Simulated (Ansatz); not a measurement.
## MoSe: single-point calculation

The run: single-point calculation of MoSe (R-3m, 2 atoms in the cell). Method and program: DFT PBE, scalar-relativistic, plane waves, PAW, spin-polarised (Ansatz 0.2.0).

The structure was built on a prototype by a generator; it need not be a known phase. It belongs to a series of runs on one base structure; here: CuPt (L1_1) type (R-3m, No. 166). Figures and captions count atoms from 1; the log counts them from 0 in places.

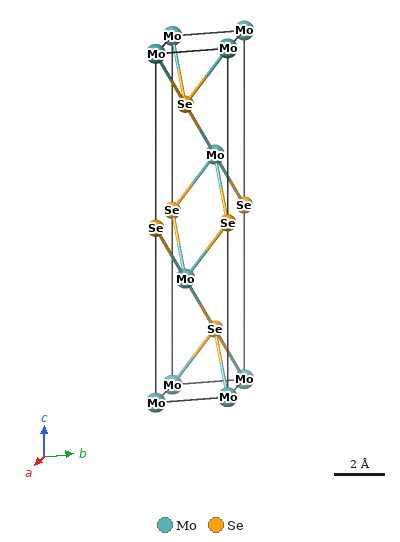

*The structure (ball-and-stick view of the cell 3 times as large as that of the calculation, set on its symmetry axes, seen slightly off an axis).*

The input
```yaml
crystal:
  lattice:
    - [1.5313642584, 0.8841335668, 4.8776787491]
    - [-1.5313642584, 0.8841335668, 4.8776787491]
    - [0.0, -1.7682671337, 4.8776787491]
  atoms:
    - { symbol: Mo, position: [0.0, 0.0, 0.0], spin: 1.0 }
    - { symbol: Se, position: [0.5, 0.5, 0.5] }
basis:
  ecutwfc: 420
kpoints:
  mp_grid: { grid: [6, 6, 6] }
hamiltonian:
  xc: pbe
scf:
  occupations: { method: gaussian, width: 0.1 }
  lower_state_search: "off"
output:
  forces: true
  stress: true
  eigenvalues: true
  populations: true
magnetization:
  spin_polarized: true
```

Machine: 1 thread of Intel Xeon (Granite Rapids), 192 GiB of memory available, shared host.

Launch command:
```bash
ansatz run input.yaml --threads 1 --pin off --max-ram 2560MiB --backend cpu --events-out ev --progress --plain --runs-dir out
```

The program's output
```
basis.fft_grid_basis auto: the FFT boxes are laid along the combinations [[1, 0, -1], [0, 1, -1], [0, 0, 1]] of the cell's own vectors, 3.063, 3.063 and 5.188 Å long. The dense box has 24×24×36 points. Along the cell's own vectors, as sized, it would have 36×36×36, 2.25 times as many. Of the 12 symmetry operations that the crystal satisfies within crystal.symmetry.tolerance (time reversal apart; of a slab, those that keep its plane) the dense box along the cell's own vectors carries 12, and the one as laid loses 8 of those. basis.fft_grid_basis: typed keeps the cell's own vectors: state it where this run's energies or levels are differenced outside the engine with another run's, or held beside a run that keeps those vectors.
Engine: ansatz 0.2.0, x86_64-unknown-linux-gnu
Pseudopotentials: kind: paw
Pseudopotential: Mo, paw, valence charge 14, recommended cutoff 420 eV (normal), Mo.paw.azcp
Pseudopotential: Se, paw, valence charge 16, recommended cutoff 420 eV (normal), Se.paw.azcp
Functional definition: PBE
  parameter kappa = 0.804
  parameter beta = 0.06672455060314922
  exchange = pbe_x(kappa = kappa, mu = beta*pi^2/3)
  correlation = pbe_c(beta = beta)
Crystal: 2 atoms, lattice volume = 39.624 Å³
Basis set: ecut = 420 eV, 773 PW (Γ), FFT grids on a1−a3, a2−a3, a3, exchange–correlation on 48×48×72 points (8 copies of the dense FFT grid, shifted against one another)
Bands: 20, of which v1, the nominal top of the filled ones, is band 15 counted from 1 (14 counted from 0)
Symmetry: 12 space group operations
Space group: R-3m (ITA 166), of the structure as read, at distance tolerance 3.4e-5 Å
Magnetic group: BNS 166.97 (UNI 1327), of the structure as read, at distance tolerance 3.4e-5 Å
k-points: 32 of 216
Non-local potential: Mo, projectors of the file, l = 0: 3, l = 1: 2, l = 2: 2, l = 3: 1
Non-local potential: Se, projectors of the file, l = 0: 2, l = 1: 2, l = 2: 3, l = 3: 1
PAW form: soft (Blöchl's): semilocal exchange-correlation on the pseudo side does not see the compensation charge
PAW one-centre angular grid: Mo, 590 points (default); XC on 64 Gauss nodes
PAW one-centre angular grid: Se, 590 points (default); XC on 64 Gauss nodes
Initial density: superposition of atomic densities (chi_scale 0.1, normalization cell)
Starting moments: Σ|m| = 1 μB on 1 of 2 sites
Initial wavefunctions: pseudopotential atomic-orbital guess
Functional: x = pbe(κ = 0.804, μ = 0.2195149727645171), c = pbe(β = 0.06672455060314922)
SCF iter   1: F=—  HF=-10424.297593 eV  |F-HF|=—  |Δ(HF+E_count)|=         —  Δρ=6.07e-2 (↑6.07e-2 ↓2.67e-2)  dr2=3.70e0  dr2_m=2.55e-1  M=0.318 μB ∫|m|=0.400 μB  β_m=0.30  ethr=3.10e-3  ⟨swp⟩=5.2  Hψ=5684  notcnv=0
preconditioner: auto → Kerker (q_TF=auto, 2.605 Å⁻¹)  [metal: Δε(μ)=0.005 eV  Ē_g=7.868 eV  σ=0.100 eV  W_gap=0.03  n_scr=16 (ndim 8)  ℏωp=20.4 eV  f_vac=0.000  D(μ)=2.81/eV (n_scr^D=28)]
spin=Collinear: Kerker preconditioning applied to the charge; magnetization (m = ρ↑ − ρ↓) channel mixes plain (no charge-response kernel on spin).
SCF iter   2: F=—  HF=-10423.795495 eV  |F-HF|=—  |Δ(HF+E_count)|=   5.02e-1  Δρ=3.38e-2 (↑3.38e-2 ↓1.81e-2)  dr2=9.42e-1  dr2_m=1.00e-1  M=0.419 μB ∫|m|=0.479 μB  β_m=0.30  ethr=3.10e-3  ⟨swp⟩=2.0  Hψ=2077  notcnv=0  defer=40
SCF iter   3: F=—  HF=-10423.617014 eV  |F-HF|=—  |Δ(HF+E_count)|=   1.78e-1  Δρ=1.39e-2 (↑1.28e-2 ↓1.39e-2)  dr2=2.94e-1  dr2_m=3.18e-2  M=0.538 μB ∫|m|=0.595 μB  β_m=0.30  ethr=3.10e-3  ⟨swp⟩=2.0  Hψ=1681  notcnv=0  defer=40
SCF iter   4: F=—  HF=-10423.595510 eV  |F-HF|=—  |Δ(HF+E_count)|=   2.15e-2  Δρ=1.32e-2 (↑1.32e-2 ↓6.63e-3)  dr2=1.69e-1  dr2_m=2.04e-2  M=0.517 μB ∫|m|=0.570 μB  β_m=0.30  ethr=9.79e-4  ⟨swp⟩=2.1  Hψ=1997  notcnv=0  defer=37
SCF iter   5: F=—  HF=-10423.575920 eV  |F-HF|=—  |Δ(HF+E_count)|=   1.96e-2  Δρ=6.11e-3 (↑3.86e-3 ↓6.11e-3)  dr2=1.26e-2  dr2_m=7.50e-3  M=0.566 μB ∫|m|=0.599 μB  β_m=1.00  ethr=5.63e-4  ⟨swp⟩=2.1  Hψ=1759  notcnv=0  defer=34
SCF iter   6: F=—  HF=-10423.578679 eV  |F-HF|=—  |Δ(HF+E_count)|=   2.76e-3  Δρ=2.51e-3 (↑2.51e-3 ↓1.58e-3)  dr2=1.19e-2  dr2_m=2.75e-4  M=0.548 μB ∫|m|=0.584 μB  β_m=0.30  ethr=4.21e-5  ⟨swp⟩=2.0  Hψ=2237  notcnv=0  defer=34
SCF iter   7: F=—  HF=-10423.577549 eV  |F-HF|=—  |Δ(HF+E_count)|=   1.13e-3  Δρ=6.86e-4 (↑5.33e-4 ↓6.86e-4)  dr2=2.81e-4  dr2_m=9.52e-5  M=0.555 μB ∫|m|=0.588 μB  β_m=1.00  ethr=3.97e-5  ⟨swp⟩=1.0  Hψ=1438  notcnv=0  defer=34
SCF iter   8: F=—  HF=-10423.577426 eV  |F-HF|=—  |Δ(HF+E_count)|=   1.23e-4  Δρ=2.84e-4 (↑1.90e-4 ↓2.84e-4)  dr2=4.93e-5  dr2_m=1.34e-5  M=0.550 μB ∫|m|=0.583 μB  β_m=0.30  ethr=9.36e-7  ⟨swp⟩=2.0  Hψ=2205  notcnv=0  defer=34
SCF iter   9: F=—  HF=-10423.577436 eV  |F-HF|=—  |Δ(HF+E_count)|=   9.87e-6  Δρ=2.95e-4 (↑2.05e-4 ↓2.95e-4)  dr2=3.88e-5  dr2_m=1.82e-5  M=0.547 μB ∫|m|=0.580 μB  β_m=0.30  ethr=1.64e-7  ⟨swp⟩=1.2  Hψ=1267  notcnv=0  defer=34
Mixer restart at iter 9: flushing history
spin-set hold released at iteration 9 (site moments contracting): the magnetisation degrees of freedom join the quasi-Newton model from the next iteration; the mixer history was flushed
SCF iter  10: F=—  HF=-10423.577443 eV  |F-HF|=—  |Δ(HF+E_count)|=   6.35e-6  Δρ=2.67e-4 (↑2.48e-4 ↓2.67e-4)  dr2=9.31e-6  dr2_m=2.23e-5  M=0.544 μB ∫|m|=0.576 μB  β_m=0.65  ethr=1.29e-7  ⟨swp⟩=1.8  Hψ=1685  notcnv=0  defer=34
SCF iter  11: F=—  HF=-10423.577500 eV  |F-HF|=—  |Δ(HF+E_count)|=   5.71e-5  Δρ=2.50e-4 (↑2.16e-4 ↓2.50e-4)  dr2=3.79e-6  dr2_m=1.94e-5  M=0.532 μB ∫|m|=0.564 μB  β_m=0.82  ethr=3.10e-8  ⟨swp⟩=2.0  Hψ=2213  notcnv=0  defer=34
SCF iter  12: F=—  HF=-10423.577526 eV  |F-HF|=—  |Δ(HF+E_count)|=   2.68e-5  Δρ=2.28e-4 (↑2.28e-4 ↓1.46e-4)  dr2=1.01e-5  dr2_m=1.23e-5  M=0.525 μB ∫|m|=0.556 μB  β_m=0.91  ethr=1.26e-8  ⟨swp⟩=2.0  Hψ=2201  notcnv=0  defer=34
SCF iter  13: F=—  HF=-10423.577558 eV  |F-HF|=—  |Δ(HF+E_count)|=   3.13e-5  Δρ=9.84e-5 (↑6.21e-5 ↓9.84e-5)  dr2=6.07e-6  dr2_m=1.93e-6  M=0.512 μB ∫|m|=0.542 μB  β_m=0.79  ethr=1.26e-8  ⟨swp⟩=2.0  Hψ=2216  notcnv=0  defer=34
SCF iter  14: F=—  HF=-10423.577563 eV  |F-HF|=—  |Δ(HF+E_count)|=   4.97e-6  Δρ=4.51e-5 (↑4.51e-5 ↓2.77e-5)  dr2=4.17e-7  dr2_m=4.58e-7  M=0.505 μB ∫|m|=0.533 μB  β_m=0.89  ethr=1.26e-8  ⟨swp⟩=2.0  Hψ=2204  notcnv=0  defer=34
iter 15 did not close the SCF: its close was put off for a magnetic moment that had not settled (scf_convergence_deferred on its scf_iter line)
SCF iter  15: F=-10423.577565 eV  HF=-10423.577565 eV  |F-HF|=1.17e-8  |Δ(HF+E_count)|=   1.79e-6  Δρ=1.39e-5 (↑1.39e-5 ↓8.68e-6)  dr2=6.15e-8  dr2_m=4.15e-8  M=0.502 μB ∫|m|=0.529 μB  β_m=0.95  ethr=3.33e-10  ⟨swp⟩=5.3  Hψ=5457  notcnv=0
iter 16 did not close the SCF: its close was put off for a magnetic moment that had not settled (scf_convergence_deferred on its scf_iter line)
SCF iter  16: F=-10423.577565 eV  HF=-10423.577565 eV  |F-HF|=5.60e-10  |Δ(HF+E_count)|=   1.35e-7  Δρ=1.48e-6 (↑1.48e-6 ↓1.40e-6)  dr2=1.08e-9  dr2_m=5.34e-10  M=0.500 μB ∫|m|=0.527 μB  β_m=0.97  ethr=2.05e-10  ⟨swp⟩=2.4  Hψ=4691  notcnv=0
SCF iter  17: F=-10423.577565 eV  HF=-10423.577565 eV  |F-HF|=9.09e-12  |Δ(HF+E_count)|=   2.39e-9  Δρ=2.49e-7 (↑2.49e-7 ↓1.42e-7)  dr2=3.65e-11  dr2_m=8.39e-12  M=0.501 μB ∫|m|=0.528 μB  ethr=3.60e-12  ⟨swp⟩=1.0  Hψ=3748  notcnv=0
SCF 1 converged in 17 iterations: F = -10423.577565 eV  dr2 = 3.65e-11
  greatest PAW one-centre occupation: 1.000 electrons in one spin orbital (limit 2), on the Se atom at site 1 (counted from 0), in its partial waves of l = 2
```

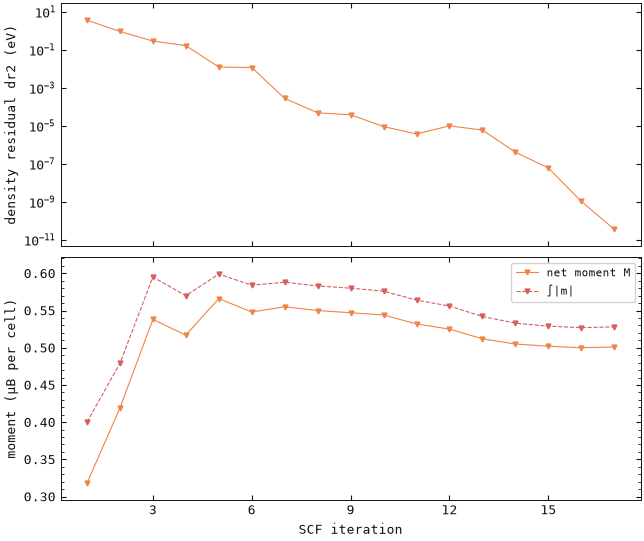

*Convergence of the self-consistent field: density residual dr2 and magnetic moment against the SCF iteration.*

The residual comes down, with one marked jump up, by a factor of about 2.5, at step 12. The net moment goes from 0.3 to 0.5 μB per cell.

```
SCF converged after 17 iterations
Magnetization: 0.5006 μB (15.2503 up, 14.7497 down)
Absolute magnetization: 0.5272 μB (∫|ρ↑−ρ↓|, with the PAW one-centre terms)
Spin contamination: 0.0082 ħ² per cell (⟨S²⟩ above its minimum at these occupations)
Per-site moments (μB) at R_I (Å): [(0.41518803856590003, 1.24262543369722), (-0.008244740651386426, 1.24262543369722)]
Free energy (F): -10423.577565 eV
Harris-Foulkes:  -10423.577565 eV  (|F-HF|=9.09e-12)
Internal energy: -10423.561538 eV  (E = F + TS)
E sigma→0 (E₀):  -10423.569552 eV
Entropy (-TS):   -0.016026 eV (-8.013 meV/atom)
Fermi energy:    13.919527 eV
--- Per-component energies (eV) ---
  E_band       = -452.769804
  E_kinetic    = 551.359646
  E_local      = -3021.604074  (includes V_loc(G=0)·N_el)
  E_nonlocal   = -449.916862
  E_hartree    = 1358.414864
  E_xc         = -283.851657
  E_vxc        = -322.092854  (∫ρ·V_xc dr)
  E_paw        = -5113.802082  (= ΣΔE_a)
  E_vpaw       = 72.655105  (= ΣTr[D̂ρ^β])
  E_aug_tail   = -0.000547  (compensation charges beyond the density's cutoff)
  E_ewald      = -3464.160827
  E_smearing   = -0.016026  (= −TS)
  E_closure    = -0.000000  (closes the sum)
  Σ components = -10423.577565   (vs F -10423.577565, Δ=0.00e0)
--- Forces (eV/Å), atoms counted from 1 ---
  atom   1  Mo    -0.00000000    -0.00000000     0.00000000
  atom   2  Se     0.00000000    -0.00000000    -0.00000000
  max |Σ_I F_I| component: 8.63e-32 eV/Å
--- Stress (GPa, compression-positive) ---
       -9.942761      -0.000000       0.000000
       -0.000000      -9.942761       0.000000
        0.000000       0.000000     -35.331109
  P = ⅓ Tr σ = -18.4055 GPa (-184.055 kbar)
--- Band table (eV; the first three rows and the last of 64) ---
  k-point 0 ↑: bands = ["-47.3756", "-34.5383", "-34.5247", "-34.5247", "-34.5049", "-34.5049", "-21.6246", "-21.0804", "-21.0804", "-1.2625", "9.0264", "9.9393", "13.3179", "13.3179", "14.7836", "14.7836", "14.8364", "15.9668", "15.9668", "23.5872"]
  k-point 1 ↑: bands = ["-47.3621", "-34.5370", "-34.5256", "-34.5249", "-34.5049", "-34.5025", "-21.6082", "-21.1955", "-21.1076", "-0.7921", "9.0118", "10.7725", "12.5085", "13.1342", "13.9091", "14.0454", "15.0349", "15.7095", "16.1357", "23.2450"]
  k-point 2 ↑: bands = ["-47.3351", "-34.5348", "-34.5274", "-34.5254", "-34.5047", "-34.4977", "-21.5753", "-21.4207", "-21.1617", "0.4401", "9.0170", "9.1388", "11.4837", "13.0139", "13.8559", "15.2628", "15.4480", "16.1251", "16.4644", "20.3969"]
  k-point 31 ↓: bands = ["-47.1061", "-34.5409", "-34.5261", "-34.5261", "-34.5043", "-34.5043", "-21.3018", "-20.7971", "-20.7971", "-1.0340", "7.0499", "11.4495", "13.4081", "13.4081", "14.8669", "14.8669", "16.8430", "16.8430", "19.3287", "19.7834"]
--- Löwdin populations: 2 sites ---
  site symbol       q [e]    m [muB]
     0     Mo     13.8250     0.5029
     1     Se     16.0380    -0.0173
  spilling = 0.004568 (of n_electrons = 30.000000)
```

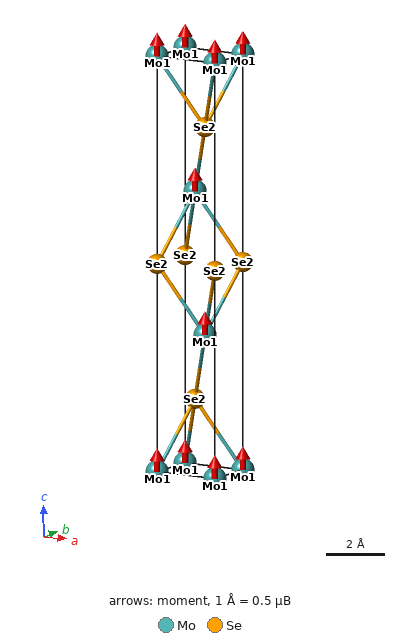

*Magnetic moments of the sites as red arrows (ball-and-stick view of the cell 3 times as large as that of the calculation, set on its symmetry axes, seen slightly off an axis; atoms are numbered from 1 in the order of the input); small moments hardly show. The run is collinear, so the axis drawn is arbitrary.*

Site moments: Mo1 (0.42 μB). They are counted near the atoms and needn't add up to the moment of the cell.

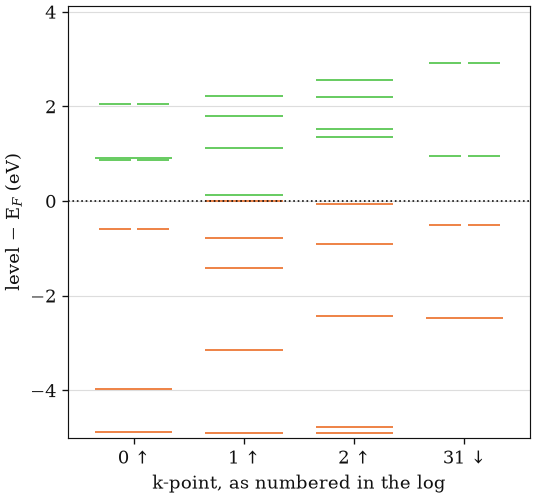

*Kohn–Sham levels near the Fermi level (dotted) at the few k-points that the log prints; levels within 0.02 eV of each other stand side by side.*

The system is metallic on the full mesh.

Summary

| quantity | value |
| --- | --- |
| outcome | converged |
| space group (tolerance 0.01 Å) | R-3m (166) |
| electrons treated | 30 |
| free energy | −10423.5776 eV |
| Fermi energy | 13.920 eV |
| gap on the k-point mesh | none (metallic) |
| net moment of the cell | 0.50 μB |
| integrated absolute moment | 0.53 μB |
| pressure | −18.41 GPa |
| largest force (length of the vector) | under 0.001 eV/Å |
| wall time | 3 s |
| peak memory | 0.36 GiB |
